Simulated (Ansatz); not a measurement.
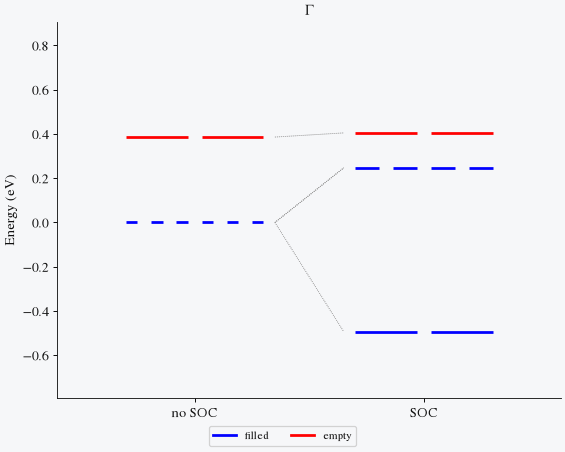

Levels at Γ, each bar one state with spin counted. Zero is the valence top without spin-orbit coupling, and the two sets are aligned on the mean of the six top valence states at Γ.

System: zincblende InSb, space group F-43m (No. 216), 2 atoms in the primitive cell, relaxed with r2SCAN, then under −2 % hydrostatic strain; cubic a = 6.428 Å. Run without spin-orbit coupling: r2SCAN, Ansatz PAW set, 6×6×6 k mesh, 500 eV cutoff, Fermi-Dirac smearing of 0.02 eV (Ansatz 0.2.0). Run with it: r2SCAN, Ansatz PAW set, 6×6×6 k mesh, 500 eV cutoff, Fermi-Dirac smearing of 0.02 eV (Ansatz 0.2.0). Neither carries moments.

**How does spin-orbit coupling split the valence top at Γ?**

The threefold valence top at Γ (six states with spin) splits into a fourfold level on top and a twofold one 0.74 eV below it, the split-off level.

**What happens to the direct gaps?**

The vertical gap goes from 0.39 to 0.16 eV at Γ. A third of the splitting is 0.25 eV, which accounts for the change at Γ: the fourfold level rises by about that much.

**And the smallest gap over all k points computed?**

It narrows from 0.39 eV (valence top at Γ, conduction bottom at Γ) to 0.16 eV.

The PAW data sets were made with another functional. LDA, GGA and most meta-GGA functionals understate gaps.
